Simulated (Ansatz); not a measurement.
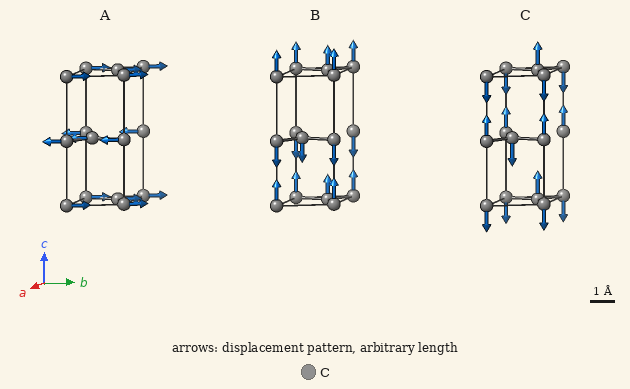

Three optical modes of crystalline C relaxed at 25 GPa at the zone centre, in no order (one member of each degenerate set). Displacements are drawn as blue arrows; their common scale and sign are arbitrary. Style: ball-and-stick. Shown: the cell of the calculation, slightly off an axis.

These are results of DFT PBE+D3(BJ), scalar-relativistic, plane waves, PAW in Ansatz 0.2.0, not measurements. Settings: plane-wave cutoff 420 eV; k-point mesh 18 × 18 × 8; occupations fermi dirac; smearing width 0.15 eV; target pressure 25 GPa; no spin polarisation.

The frequencies depend somewhat on the k-mesh and the smearing.

### Order them from the lowest to the highest frequency (imaginary ones first).

A (94 cm⁻¹), B (346 cm⁻¹), C (831 cm⁻¹). A, E₂g: All motion is along b; whole layers move rigidly against one another. B, B₁g: All motion is along c; whole layers move rigidly against one another. C, B₁g: All motion is along c; atoms of one kind move against one another, with no net shift of any sublattice; the C–C bond lengths don't change to first order, so for these it is a bending, tilting or sliding motion. The crystal is metallic in this run.
